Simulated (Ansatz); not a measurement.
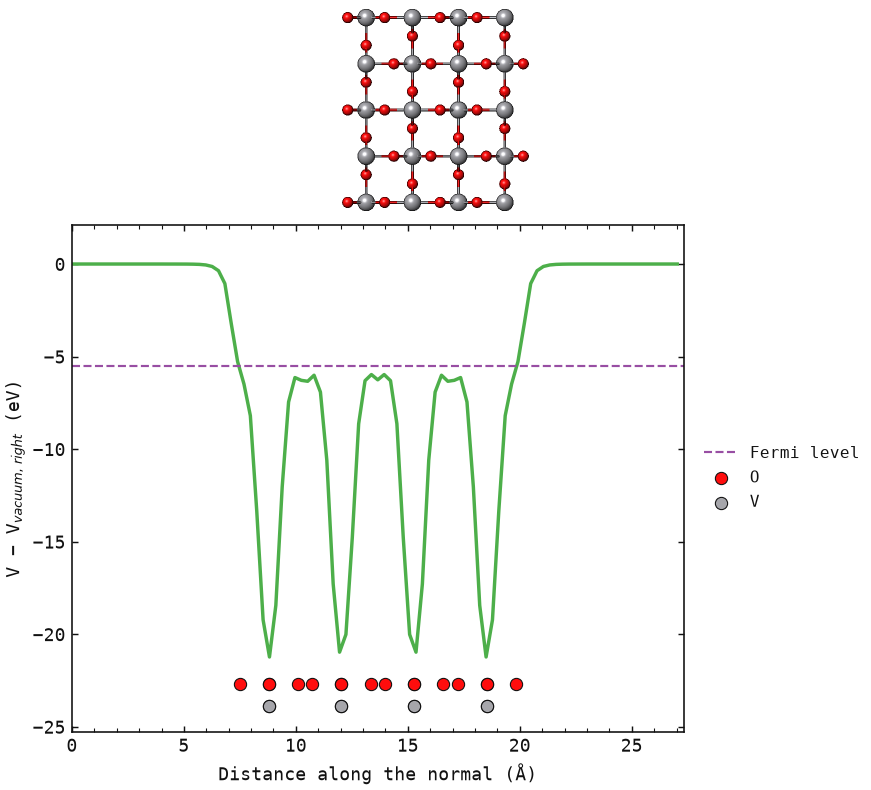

Plane-averaged electrostatic potential energy of an electron across the slab; circles at the bottom mark the heights of the atoms. The structure is drawn too.

System: a (110) slab cut from VO₂ (P4_2/mnm), unrelaxed, ended by O planes, 24 atoms in the cell.

```yaml
crystal:
  lattice:
    - [2.83837, 0.00000, 0.00000]
    - [0.00000, 6.48211, 0.00000]
    - [0.00000, 0.00000, 27.31611]
  atoms:
    - { symbol: O, position: [0.00000, 0.00000, 0.27456] }
    - { symbol: V, position: [0.00000, 0.50000, 0.32202] }
    - { symbol: V, position: [0.50000, 0.00000, 0.32202] }
    - { symbol: O, position: [0.50000, 0.29999, 0.32202] }
    - { symbol: O, position: [0.50000, 0.70001, 0.32202] }
    - { symbol: O, position: [0.00000, 0.00000, 0.36949] }
    - { symbol: O, position: [0.00000, 0.50000, 0.39321] }
    - { symbol: V, position: [0.00000, 0.00000, 0.44067] }
    - { symbol: V, position: [0.50000, 0.50000, 0.44067] }
    - { symbol: O, position: [0.50000, 0.79999, 0.44067] }
    - { symbol: O, position: [0.50000, 0.20001, 0.44067] }
    - { symbol: O, position: [0.00000, 0.50000, 0.48814] }
    - { symbol: O, position: [0.00000, 0.00000, 0.51186] }
    - { symbol: V, position: [0.00000, 0.50000, 0.55933] }
    - { symbol: V, position: [0.50000, 0.00000, 0.55933] }
    - { symbol: O, position: [0.50000, 0.29999, 0.55933] }
    - { symbol: O, position: [0.50000, 0.70001, 0.55933] }
    - { symbol: O, position: [0.00000, 0.00000, 0.60679] }
    - { symbol: O, position: [0.00000, 0.50000, 0.63051] }
    - { symbol: V, position: [0.00000, 0.00000, 0.67798] }
    - { symbol: V, position: [0.50000, 0.50000, 0.67798] }
    - { symbol: O, position: [0.50000, 0.79999, 0.67798] }
    - { symbol: O, position: [0.50000, 0.20001, 0.67798] }
    - { symbol: O, position: [0.00000, 0.50000, 0.72544] }
```

Level of theory: DFT PBE, scalar-relativistic, plane waves, PAW, spin-polarised, 12×6×1 k mesh; code Ansatz.

Question: What is the work function?

Answer: The work function is 5.52 eV, the same on both faces. The two vacuum levels agree, so the slab has no net dipole along its normal.

Question: How thick are slab and vacuum?

Answer: The outermost atoms are 12.3 Å apart, which leaves 15.0 Å of vacuum in a cell 27.3 Å high.

The atoms aren't at rest in this cell (largest force 3.3 eV/Å), so the relaxed material can differ.
